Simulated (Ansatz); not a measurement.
```
Rb Br
1.0
     6.85400    0.00000    0.00000
     0.00000    6.85400    0.00000
     0.00000    0.00000    6.85400
Rb Br
4 4
Direct
  0.00000 0.00000 0.00000
  0.50000 0.50000 0.00000
  0.50000 0.00000 0.50000
  0.00000 0.50000 0.50000
  0.50000 0.00000 0.00000
  0.00000 0.50000 0.00000
  0.00000 0.00000 0.50000
  0.50000 0.50000 0.50000
```

Space group Fm-3m.

Method: DFT PBE, scalar-relativistic, plane waves, PAW (Ansatz 0.2.0).

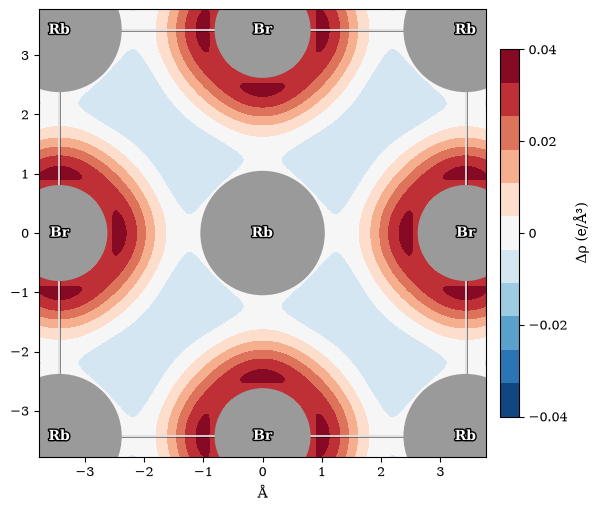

RbBr. Bonding charge density, ρ(crystal) − Σ ρ(neutral atoms): a map on the (001) plane of the conventional cell, with grey discs over the atomic cores. Cores are masked to 1.0 Å (Rb) and 0.8 Å (Br).

Core electrons are frozen (PAW), so the fields are smoothed inside the atomic spheres.

Question: What does the deformation density say about the bonding?

Answer: Br–Rb (3.43 Å): Δρ is +0.006 e/Å³ at the midpoint, so little or no bond charge builds up halfway.
Over the whole cell, outside the masked cores, the largest gain, 0.03 e/Å³, lies 1.1 Å from a bromine nucleus, and the largest loss, 0.012 e/Å³, lies 1.8 Å from a rubidium nucleus.
The rearranged charge, half the integral of |Δρ|, is about 0.19 e an atom.
Bader charges: Rb +0.82 and Br −0.82 e.
